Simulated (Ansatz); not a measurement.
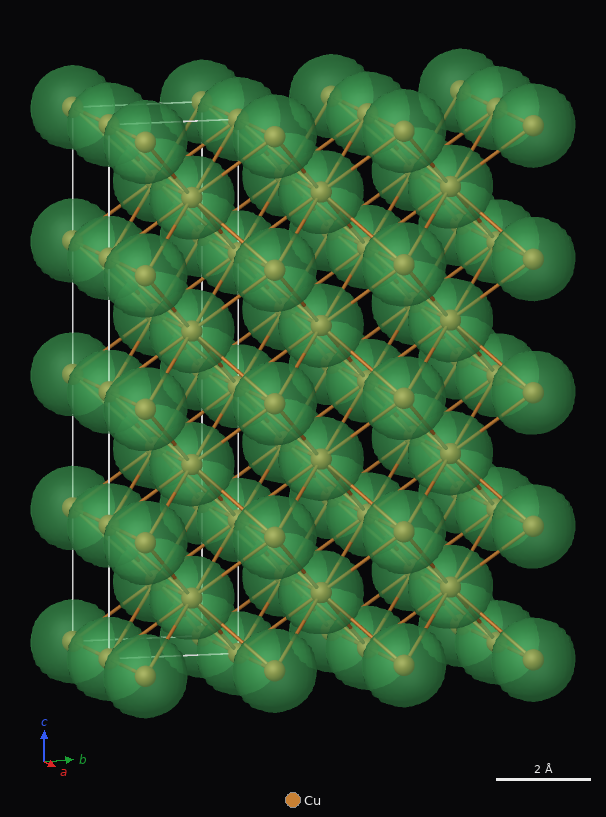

Cu. Isosurface of the valence charge density (pseudo) at 0.6 e/Å³ (green), seen slightly off an axis. Sticks mark near contacts.

Space group I4/mmm; a structure from a database of computed crystals, not necessarily the ambient phase; computed without spin polarisation.

The calculation used Ansatz, DFT r2SCAN, scalar-relativistic, plane waves, PAW.

Core electrons are frozen (PAW), and the valence fields are smoothed inside the atomic spheres.

Question: Which contacts does the surface bridge?

Answer: At this value the density breaks into separate islands; it holds about 85 % of the electrons treated as valence (semicore included). It bridges none of the near contacts. It is pinched off along the sampled Cu–Cu (2.46 Å) and Cu–Cu (2.74 Å) contacts. On the grid the lowest density along these lines, outside the cores, is 0.3 e/Å³ (Cu–Cu, 2.46 Å) and 0.22 e/Å³ (Cu–Cu, 2.74 Å).

Question: Does the calculation give a band gap?

Answer: It is gapless in this calculation (a metal or semimetal).
